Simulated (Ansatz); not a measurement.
# TiO: one change and its effect

System: TiO (P-6m2, 2 atoms in the cell).
Method of run A: Kohn-Sham DFT of a periodic cell, r2SCANh, Ansatz PAW, no spin polarisation (Ansatz 0.2.0).

The structure derives from an entry of the Crystallography Open Database. Text and figures count atoms from 1; the logs count them from 0 in places.

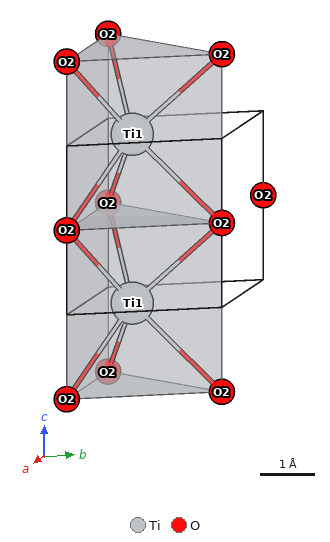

The structure (polyhedral view of the cell of the calculation, seen slightly off an axis; polyhedra are completed across the faces of the cell; atoms are numbered from 1 in the order of the input). An atom can appear more than once, as a periodic image.

**The input, run A**
```yaml
crystal:
  lattice:
    - [3.031, 0.0, 0.0]
    - [-1.5155, 2.6249229989, 0.0]
    - [0.0, 0.0, 3.2377]
  atoms:
    - { symbol: Ti, position: [0.6666666667, 0.3333333333, 0.0] }
    - { symbol: O, position: [0.0, 0.0, 0.5] }
hamiltonian:
  xc: r2scanh
  pseudopotentials: { kind: paw }
kpoints:
  mp_grid: { grid: [5, 5, 4] }
scf:
  occupations: { method: fermi_dirac, width: 0.05 }
output:
  forces: true
  stress: true
  eigenvalues: true
```

Hardware: 1 × NVIDIA H100 80GB HBM3, 2 threads of AMD EPYC (Zen 3), 264 GiB of memory available, shared host.

**Output, shortened to warnings, some set-up lines, iterations and results (run A)**
```
Warning: output.stress: scf.convergence.dr2_threshold = 1e-7 eV (the SCF's general default) is looser than the 2e-10 eV advised for a printed stress (1e-10 eV for each atom of the cell: 2). What an SCF threshold leaves in a stress goes as its square root, and in the free energy as the threshold itself, and one threshold admits the most on a small cell: of the crystals measured, under no hybrid …
Warning: output.stress: scf.exx.energy_threshold = 1e-6 eV is looser than the 2e-8 eV advised for a stress under a hybrid functional (1e-8 eV for each atom of the cell: 2). Every SCF of the exchange loop can meet its threshold on dr2 while the loop round them stops early: no threshold on dr2 bounds what that leaves in the stress. Set scf.exx.energy_threshold to 2e-8 eV or tighter. The threshold …
Basis set: ecut = 500 eV, 647 PW (Γ), exchange–correlation on 96×96×96 points (64 copies of the dense FFT grid, shifted against one another)
Symmetry: 12 space group operations
k-points: 15 of 100 (time reversal used)
Initial density: superposition of atomic densities (neutral atoms: chi_scale 0, normalization atom), corrected by the library's trained network
[...]
SCF iter   1: F=—  HF=-3074.617902 eV  |F-HF|=—  |Δ(HF+E_count)|=         —  Δρ=2.56e-2  dr2=1.99e-1  dr2_τ=6.57e-2  ethr=1.77e-3  ⟨swp⟩=4.6  Hψ=763  notcnv=0
SCF iter   2: F=—  HF=-3074.709949 eV  |F-HF|=—  |Δ(HF+E_count)|=   9.20e-2  Δρ=3.18e-2  dr2=2.50e-1  dr2_τ=3.01e-2  ethr=1.10e-3  ⟨swp⟩=4.4  Hψ=648  notcnv=0
SCF iter   3: F=—  HF=-3074.662943 eV  |F-HF|=—  |Δ(HF+E_count)|=   4.70e-2  Δρ=5.55e-3  dr2=4.29e-3  dr2_τ=5.01e-4  ethr=2.29e-5  ⟨swp⟩=4.0  Hψ=957  notcnv=0
SCF iter   4: F=—  HF=-3074.664524 eV  |F-HF|=—  |Δ(HF+E_count)|=   1.58e-3  Δρ=2.72e-3  dr2=7.94e-4  dr2_τ=1.75e-4  ethr=2.29e-5  ⟨swp⟩=2.9  Hψ=354  notcnv=0
SCF iter   5: F=—  HF=-3074.664926 eV  |F-HF|=—  |Δ(HF+E_count)|=   4.03e-4  Δρ=5.72e-4  dr2=1.16e-4  dr2_τ=7.17e-6  ethr=4.41e-6  ⟨swp⟩=3.0  Hψ=410  notcnv=0
[... 19 lines ...]
SCF iter   3: F=—  HF=-3073.804283 eV  |F-HF|=—  |Δ(HF+E_count)|=   4.83e-5  Δρ=3.34e-5  dr2=2.11e-7  dr2_τ=1.09e-8  ethr=2.99e-11  ⟨swp⟩=4.5  Hψ=637  notcnv=0
SCF iter   4: F=—  HF=-3073.804283 eV  |F-HF|=—  |Δ(HF+E_count)|=   6.48e-8  Δρ=4.38e-6  dr2=3.24e-8  dr2_τ=3.46e-10  ethr=2.99e-11  ⟨swp⟩=4.6  Hψ=540  notcnv=0
SCF iter   5: F=—  HF=-3073.804283 eV  |F-HF|=—  |Δ(HF+E_count)|=   1.70e-7  Δρ=1.13e-5  dr2=1.53e-8  dr2_τ=9.86e-10  ethr=1.91e-11  ⟨swp⟩=4.4  Hψ=443  notcnv=0
SCF iter   6: F=-3073.804283 eV  HF=-3073.804283 eV  |F-HF|=7.09e-11  |Δ(HF+E_count)|=   6.45e-9  Δρ=6.24e-7  dr2=5.58e-10  dr2_τ=4.87e-12  ethr=1.91e-11  ⟨swp⟩=3.8  Hψ=453  …
SCF 3 converged in 6 iterations: F = -3073.804283 eV  dr2 = 5.58e-10
  Residual-converged pass: ⟨swp⟩=2.4  Hψ=335  notcnv=0  max |occ|·‖R‖ = 2.4e-6 eV (tolerance 2.4e-6 eV)  dr2=5.64e-10  dr2_τ=4.92e-12  dr2_onsite=6.74e-12  max |Δocc| = 1.2e-14
hybrid outer 2: dexx = +6.405e-8 eV, tail = 1.25e-9 eV, Δε = 6.09e-4 eV (about 1.85e-5 eV left of the loop's levels)
hybrid SCF converged: 2 outer / 15 inner (+11 warm-up), last move |dexx| = 6.41e-8 eV, tail = 1.25e-9 eV
Stability not checked: this state was not tested for a lower state beside it, because the functional holds exact exchange (a hybrid, or Hartree-Fock), whose exchange loop this test does not read (fock_operator; see scf.lower_state_search)
Free energy (F): -3073.804283 eV
Frozen-core exchange: fock
Harris-Foulkes:  -3073.804283 eV  (|F-HF|=7.09e-11)
Internal energy: -3073.804203 eV  (E = F + TS)
E sigma→0 (E₀):  -3073.804243 eV
Entropy (-TS):   -0.000079 eV (-0.040 meV/atom)
Fermi energy:    11.824480 eV
--- Per-component energies (eV) ---
  E_band       = -214.464109
  E_kinetic    = 440.240695
  E_local      = -1102.277115  (includes V_loc(G=0)·N_el)
  E_nonlocal   = 53.299063
  E_hartree    = 421.969106
  E_xc         = -149.756236
  E_vxc        = -213.286517  (∫ρ·V_xc dr)
  E_exx        = -26.191583  (= α·E_x^exact, valence–valence)
  E_paw        = -1202.593104  (= ΣΔE_a)
  E_vpaw       = -197.672421  (= ΣTr[D̂ρ^β])
  E_aug_tail   = 0.001159  (compensation charges beyond the density's cutoff)
  E_vtau       = 13.675728  (kinetic-family band-sum trace: ∫τ·v_τ [+ j·A + Jᵃ·Aᵃ] dr)
  E_ewald      = -1508.170309
  E_core_change = -0.325879  (= ΣΔE_core)
  E_smearing   = -0.000079  (= −TS)
  E_closure    = -0.000000  (closes the sum)
  Σ components = -3073.804283   (vs F -3073.804283, Δ=0.00e0)
--- Forces (eV/Å), atoms counted from 1 ---
  atom   1  Ti     0.00000000     0.00000000     0.00000000
  atom   2  O     -0.00000000    -0.00000000     0.00000000
  max |Σ_I F_I| component: 3.70e-17 eV/Å
--- Stress (GPa, compression-positive) ---
      -34.431987       0.000000       0.000000
        0.000000     -34.431987       0.000000
        0.000000       0.000000     -56.070662
  P = ⅓ Tr σ = -41.6449 GPa (-416.449 kbar)
```

Run B used a changed input.

**The two runs side by side**

| quantity | run A | run B |
| --- | --- | --- |
| outcome | converged | converged |
| free energy per atom (eV) | −1536.9021 | −1536.2895 |
| gap on the mesh (eV) | 0.58 | 1.31 |
| pressure (GPa) | −41.64 | −44.61 |
| largest force (eV/Å) | 0.000 | 0.000 |
| SCF iterations | 26 | 29 |
| irreducible k-points | 15 | 15 |
| plane waves at Γ | 647 | 647 |
| wall time (shared host) | 13 s | 18 s |

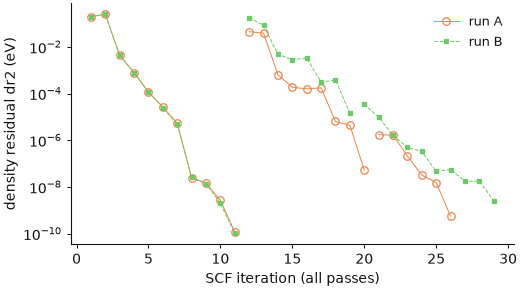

Convergence of the two runs: density residual dr2 against the SCF iteration. A break in a curve parts two SCF passes. Run A takes 26 iterations in all, and run B takes 29.

Which change of the input explains these differences?

The change (lines with − go, lines with + come):
```diff
-  xc: r2scanh
+  xc: r2scan0
```

The total energies belong to different methods, so their difference says nothing on which is more stable or more accurate. The gap on the mesh goes from 0.58 to 1.31 eV. The pressure goes from −41.64 to −44.61 GPa. The functional changes from r2scanh to r2scan0. The SCF takes 29 iterations against 26.

**Output, shortened to warnings, some set-up lines, iterations and results (run B)**
```
Warning: output.stress: scf.convergence.dr2_threshold = 1e-7 eV (the SCF's general default) is looser than the 2e-10 eV advised for a printed stress (1e-10 eV for each atom of the cell: 2). What an SCF threshold leaves in a stress goes as its square root, and in the free energy as the threshold itself, and one threshold admits the most on a small cell: of the crystals measured, under no hybrid …
Warning: output.stress: scf.exx.energy_threshold = 1e-6 eV is looser than the 2e-8 eV advised for a stress under a hybrid functional (1e-8 eV for each atom of the cell: 2). Every SCF of the exchange loop can meet its threshold on dr2 while the loop round them stops early: no threshold on dr2 bounds what that leaves in the stress. Set scf.exx.energy_threshold to 2e-8 eV or tighter. The threshold …
Basis set: ecut = 500 eV, 647 PW (Γ), exchange–correlation on 96×96×96 points (64 copies of the dense FFT grid, shifted against one another)
Symmetry: 12 space group operations
k-points: 15 of 100 (time reversal used)
Initial density: superposition of atomic densities (neutral atoms: chi_scale 0, normalization atom), corrected by the library's trained network
[...]
SCF iter   1: F=—  HF=-3074.619180 eV  |F-HF|=—  |Δ(HF+E_count)|=         —  Δρ=2.56e-2  dr2=1.99e-1  dr2_τ=6.58e-2  ethr=1.77e-3  ⟨swp⟩=4.6  Hψ=764  notcnv=0
SCF iter   2: F=—  HF=-3074.711006 eV  |F-HF|=—  |Δ(HF+E_count)|=   9.18e-2  Δρ=3.18e-2  dr2=2.50e-1  dr2_τ=3.00e-2  ethr=1.11e-3  ⟨swp⟩=4.4  Hψ=648  notcnv=0
SCF iter   3: F=—  HF=-3074.664006 eV  |F-HF|=—  |Δ(HF+E_count)|=   4.70e-2  Δρ=5.54e-3  dr2=4.32e-3  dr2_τ=5.04e-4  ethr=2.31e-5  ⟨swp⟩=4.0  Hψ=956  notcnv=0
SCF iter   4: F=—  HF=-3074.665562 eV  |F-HF|=—  |Δ(HF+E_count)|=   1.56e-3  Δρ=2.72e-3  dr2=7.87e-4  dr2_τ=1.73e-4  ethr=2.31e-5  ⟨swp⟩=2.9  Hψ=353  notcnv=0
SCF iter   5: F=—  HF=-3074.665979 eV  |F-HF|=—  |Δ(HF+E_count)|=   4.18e-4  Δρ=5.68e-4  dr2=1.14e-4  dr2_τ=7.12e-6  ethr=4.37e-6  ⟨swp⟩=3.1  Hψ=414  notcnv=0
[... 22 lines ...]
SCF iter   7: F=—  HF=-3072.579018 eV  |F-HF|=—  |Δ(HF+E_count)|=   1.23e-7  Δρ=2.07e-5  dr2=5.54e-8  dr2_τ=3.42e-9  ethr=1.05e-12  ⟨swp⟩=5.3  Hψ=663  notcnv=0
SCF iter   8: F=—  HF=-3072.579018 eV  |F-HF|=—  |Δ(HF+E_count)|=   1.82e-8  Δρ=8.10e-6  dr2=1.76e-8  dr2_τ=1.31e-9  ethr=1.05e-12  ⟨swp⟩=5.3  Hψ=763  notcnv=0
SCF iter   9: F=—  HF=-3072.579018 eV  |F-HF|=—  |Δ(HF+E_count)|=   2.87e-9  Δρ=8.15e-6  dr2=1.75e-8  dr2_τ=1.50e-9  ethr=1.05e-12  ⟨swp⟩=5.0  Hψ=640  notcnv=0
SCF iter  10: F=-3072.579018 eV  HF=-3072.579018 eV  |F-HF|=2.39e-9  |Δ(HF+E_count)|=   4.99e-9  Δρ=3.15e-6  dr2=2.59e-9  dr2_τ=5.33e-11  ethr=1.05e-12  ⟨swp⟩=4.4  Hψ=542  …
SCF 3 converged in 10 iterations: F = -3072.579018 eV  dr2 = 2.59e-9
  Residual-converged pass: ⟨swp⟩=2.0  Hψ=243  notcnv=0  max |occ|·‖R‖ = 2.4e-6 eV (tolerance 2.4e-6 eV)  dr2=2.59e-9  dr2_τ=5.33e-11  dr2_onsite=2.03e-10  max |Δocc| = 1.6e-16
hybrid outer 2: dexx = +3.137e-5 eV, tail = 6.89e-8 eV, Δε = 8.70e-3 eV (about 2.77e-4 eV left of the loop's levels)
hybrid SCF converged: 2 outer / 18 inner (+11 warm-up), last move |dexx| = 3.14e-5 eV, tail = 6.89e-8 eV
Stability not checked: this state was not tested for a lower state beside it, because the functional holds exact exchange (a hybrid, or Hartree-Fock), whose exchange loop this test does not read (fock_operator; see scf.lower_state_search)
Free energy (F): -3072.579018 eV
Frozen-core exchange: fock
Harris-Foulkes:  -3072.579018 eV  (|F-HF|=2.39e-9)
Internal energy: -3072.579018 eV  (E = F + TS)
E sigma→0 (E₀):  -3072.579018 eV
Entropy (-TS):   -0.000000 eV (-0.000 meV/atom)
Fermi energy:    11.852092 eV
--- Per-component energies (eV) ---
  E_band       = -240.654843
  E_kinetic    = 440.093733
  E_local      = -1097.175745  (includes V_loc(G=0)·N_el)
  E_nonlocal   = 51.319919
  E_hartree    = 418.655804
  E_xc         = -127.579487
  E_vxc        = -179.373062  (∫ρ·V_xc dr)
  E_exx        = -65.505670  (= α·E_x^exact, valence–valence)
  E_paw        = -1183.833160  (= ΣΔE_a)
  E_vpaw       = -172.179630  (= ΣTr[D̂ρ^β])
  E_aug_tail   = 0.001156  (compensation charges beyond the density's cutoff)
  E_vtau       = 10.358653  (kinetic-family band-sum trace: ∫τ·v_τ [+ j·A + Jᵃ·Aᵃ] dr)
  E_ewald      = -1508.170309
  E_core_change = -0.385259  (= ΣΔE_core)
  E_smearing   = -0.000000  (= −TS)
  E_closure    = -0.000000  (closes the sum)
  Σ components = -3072.579018   (vs F -3072.579018, Δ=0.00e0)
--- Forces (eV/Å), atoms counted from 1 ---
  atom   1  Ti     0.00000000     0.00000000     0.00000000
  atom   2  O      0.00000000    -0.00000000     0.00000000
  max |Σ_I F_I| component: 2.78e-17 eV/Å
--- Stress (GPa, compression-positive) ---
      -37.231876       0.000000       0.000000
        0.000000     -37.231876       0.000000
        0.000000       0.000000     -59.358553
  P = ⅓ Tr σ = -44.6074 GPa (-446.074 kbar)
```

For both runs: Warnings: the exchange loop's threshold is looser than advised for the stress; the SCF threshold is looser than advised for the printed stress. For run A: The cell is under a tension of 42 GPa at this level, so it is not at its equilibrium volume. For run B: The cell is under a tension of 45 GPa at this level, so it is not at its equilibrium volume.
